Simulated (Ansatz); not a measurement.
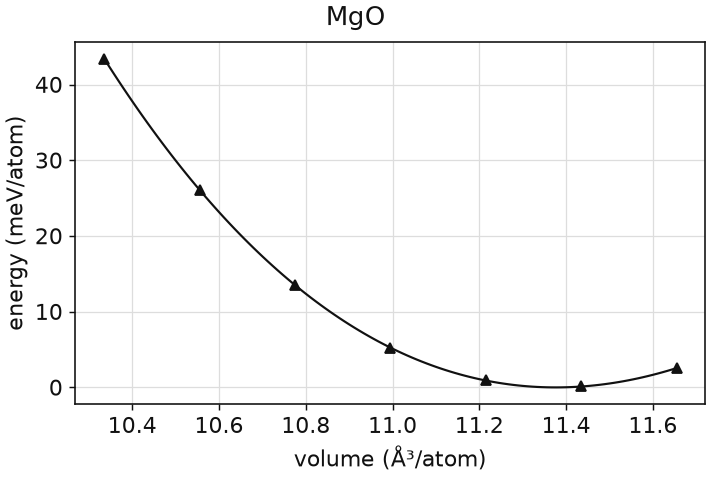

The figure shows the energy against volume for MgO, space group P6_3/mmc (No. 194).

Structure:
```cif
data_structure
_symmetry_space_group_name_H-M 'P 1'
_symmetry_Int_Tables_number 1
_cell_length_a 3.4864
_cell_length_b 3.4864
_cell_length_c 4.1780
_cell_angle_alpha 90.000
_cell_angle_beta 90.000
_cell_angle_gamma 120.000
_cell_volume 43.98
loop_
_atom_site_label
_atom_site_type_symbol
_atom_site_fract_x
_atom_site_fract_y
_atom_site_fract_z
_atom_site_occupancy
Mg1 Mg 0.33333 0.66667 0.25000 1
Mg2 Mg 0.66667 0.33333 0.75000 1
O1 O 0.33333 0.66667 0.75000 1
O2 O 0.66667 0.33333 0.25000 1
```

How it was computed, with Ansatz 0.2.0: plane-wave DFT, no spin polarisation; energies at scaled volumes of the given cell, shape and fractions fixed, counted from the fit's minimum, third-order Birch-Murnaghan fit. Level: PBE.

```
       setting        value
        k mesh        9×9×7
   occupations  Fermi–Dirac
smearing width      0.05 eV
    potentials   Ansatz PAW
   wave cutoff       420 eV
density cutoff      1680 eV
```

From this curve and the settings, what does the calculation give for the pressure at the same points?

The pressure falls from 14.50 GPa at volume 10.34 Å³/atom to −2.86 GPa at 11.65 Å³/atom, and changes sign near 11.38 Å³/atom.

```
volume (Å³/atom)  pressure (GPa)
           10.34           14.50
           10.56           10.84
           10.78            7.54
           10.99            4.54
           11.21            1.83
           11.43           -0.63
           11.65           -2.86
```

Caveats: shape and atomic fractions are frozen while scaling, which makes layered, chain and framework solids too stiff.
